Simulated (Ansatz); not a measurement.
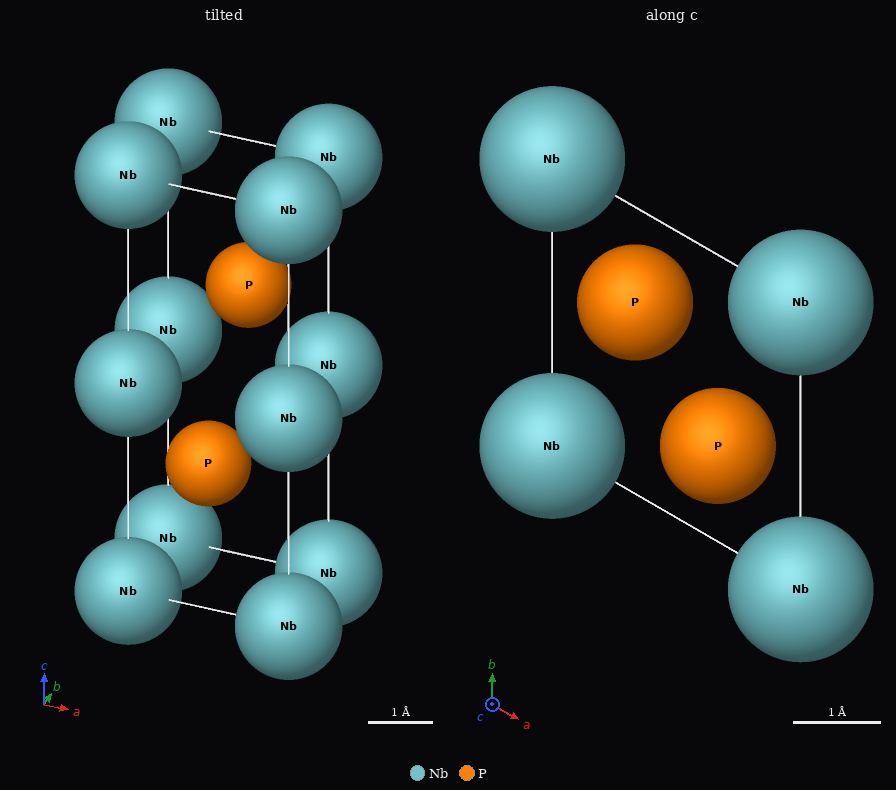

We look at a spheres-only model of the crystal slightly off an axis and along the c axis. The frame is the conventional unit cell; atoms at its boundary are shown with their periodic copies. Cell: a = 3.31 Å, b = 3.31 Å, c = 6.72 Å, α = 90.00°, β = 90.00°, γ = 120.00°.

Provenance: a structure type filled with these elements by a generator (whether the compound takes this form wasn't checked). Earlier steps of the study, as a rule a relaxation of our own, may have changed the cell and positions, so they can lie some per cent off the listed ones. It was run through Ansatz as a DFT input.

Give a description of the structure.

It has the composition NbP. The atoms follow space group P6_3/mmc (No. 194); the Bravais lattice is primitive hexagonal. The arrangement is known as nickel arsenide (NiAs) type. The cell has 4 atoms, namely 2 Nb, 2 P. The coordination shell of Nb holds six P in a distorted octahedral arrangement at about 2.5 Å. P sits among six Nb in a trigonal prismatic arrangement at about 2.5 Å. Not all metal-metal contacts are counted.

The calculation used Ansatz 0.2.0, DFT PBE, scalar-relativistic, plane waves, PAW, with wavefunction cutoff 420 eV, an 18×18×8 mesh of k-points, Gaussian smearing of 0.1 eV, no spin polarisation.

What is the electronic character?

A metal: bands cross the Fermi level.

How charged are the atoms, by the Bader scheme?

Nb +1.20 e; P -1.20 e.

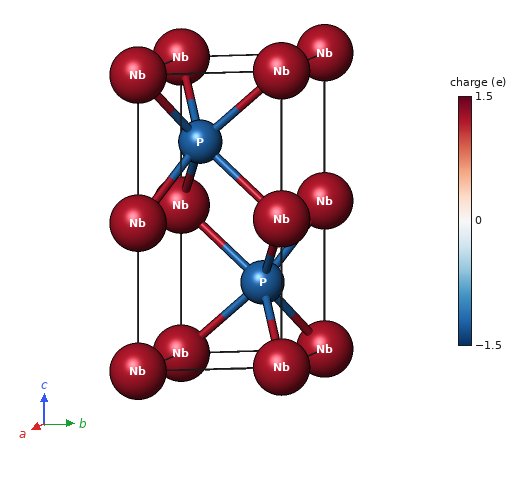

The atoms coloured by those charges. The run's cell of 4 atoms is drawn.

Is this an equilibrium geometry for the method given?

Yes. All forces vanish to within 0.01 eV/Å. The pressure is 0.0 GPa, close to zero.
